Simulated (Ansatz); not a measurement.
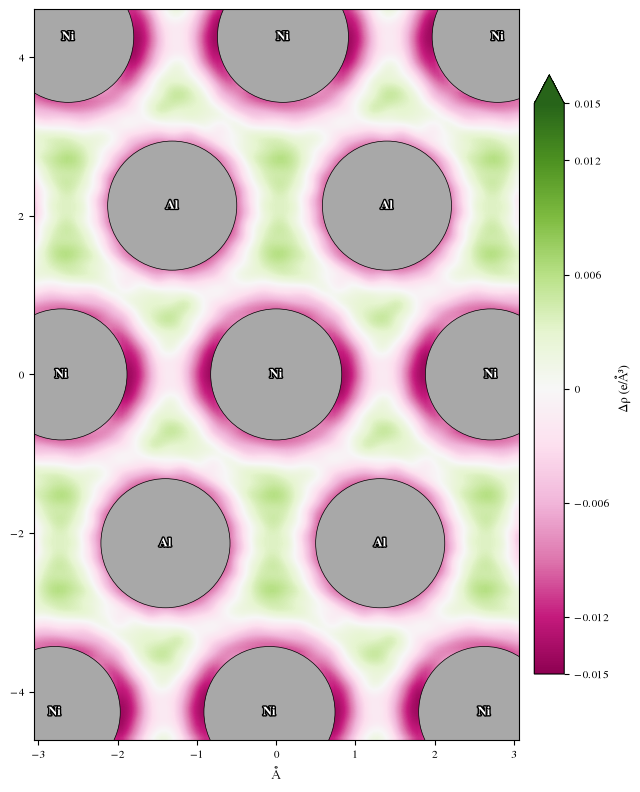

AlNi. Difference of the valence pseudo-densities of two functionals at the same geometry, on the (011̄) plane of the calculation cell: one of LDA and r2SCAN less the other.

Both computed with Ansatz (plane waves, PAW), on the same k-point mesh. Grey discs cover the atomic cores.

> Which was subtracted from which, and what does the map show?

It is r2SCAN less LDA. Against LDA, r2SCAN gives less density around Ni (−0.009 e/Å³ on average at 1.0 Å from the nucleus).
